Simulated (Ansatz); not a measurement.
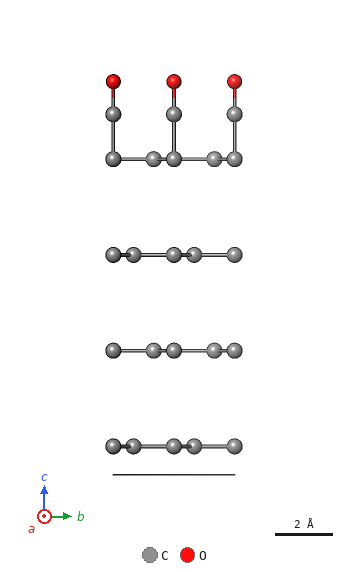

A slab of composition C$_{9}$O (cut from the P6_3/mmc phase), before the constrained relaxation. A ball-and-stick model of the 2 × 2 repeat of the cell, outlined in the plane, without the vacuum, seen along the a axis.

Case: CO put at a top C site. The slab is the (0 0 1) face of C with CO on it. 4 atoms are held fixed.

Level of theory: Ansatz, DFT PBE+D3(BJ), scalar-relativistic, plane waves, PAW.

Input
```yaml
crystal:
  lattice:
    - [2.4649796696, 0.0, 0.0]
    - [-1.2324898348, 2.1347350137, 0.0]
    - [0.0, 0.0, 30.2576501055]
  atoms:
    - { symbol: C, position: [0.0, 0.0, 0.2809206996] }
    - { symbol: C, position: [0.6666666667, 0.3333333333, 0.2809206918] }
    - { symbol: C, position: [0.0, 0.0, 0.3922716013] }
    - { symbol: C, position: [0.3333333333, 0.6666666667, 0.3922715935] }
    - { symbol: C, position: [0.0, 0.0, 0.503622503] }
    - { symbol: C, position: [0.6666666667, 0.3333333333, 0.5036224952] }
    - { symbol: C, position: [0.0, 0.0, 0.6149734048] }
    - { symbol: C, position: [0.3333333333, 0.6666666667, 0.614973397] }
    - { symbol: C, position: [0.0, 0.0, 0.667191604] }
    - { symbol: O, position: [0.0, 0.0, 0.7051985211] }
basis:
  ecutwfc: 420
kpoints:
  mp_grid: { grid: [12, 12, 1] }
hamiltonian:
  xc: pbe
  dispersion: d3bj
scf:
  occupations: { method: gaussian, width: 0.1 }
output:
  forces: true
  eigenvalues: true
  write_density: true
  write_potential: true
  elf: true
  volumetric_format: npy
relax:
  adjacent_minimum: "off"
  f_tol: 0.03
  max_steps: 70
  constraints: [{ sites: [0, 1, 2, 3] }]
efield:
  axis: 3
  dipole_correction: true
  ramp_width: 0.04
```

Command:
```bash
ansatz run input.yaml --threads 2 --pin off --max-ram 5120MiB --backend cpu --events-out ev --progress --plain --runs-dir out
```

Predict the outcome.

The largest moves, 1.82 Å, are those of C9 and O10. C9 goes along the normal (+c). Largest moves by element: C 1.82 Å, O 1.80 Å. The lattice vectors keep their values. Among the contacts that change: C7–C9 1.580 → 3.408 Å, C8–C9 2.126 → 3.692 Å, C9–O10 1.150 → 1.134 Å. Bonds break, among them: C7–C9 (1.58 → 3.41 Å). The energy falls by 2.764 eV per cell of the calculation in 12 accepted moves (13 points after the start). Largest force component: 5.1 eV/Å at the start, 0.025 eV/Å at the end. The line search rejected the trial step at point 12 of the run. The run took 67 s on 2 threads of AMD EPYC 7R43 64-Core Processor (Zen 3), on a shared host, peak memory 0.47 GiB.

After the run, drawn alike:

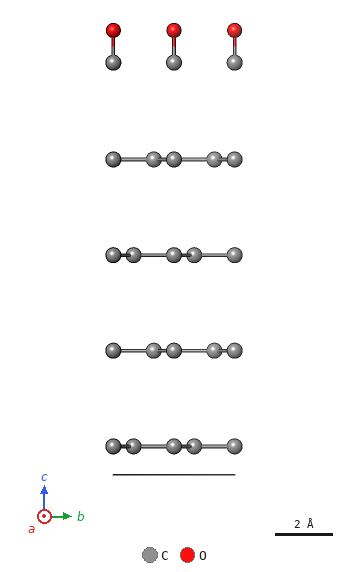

Limits of the set-up: the periodic images lie only 2.5 Å apart, so the values are limited by the cell's size.
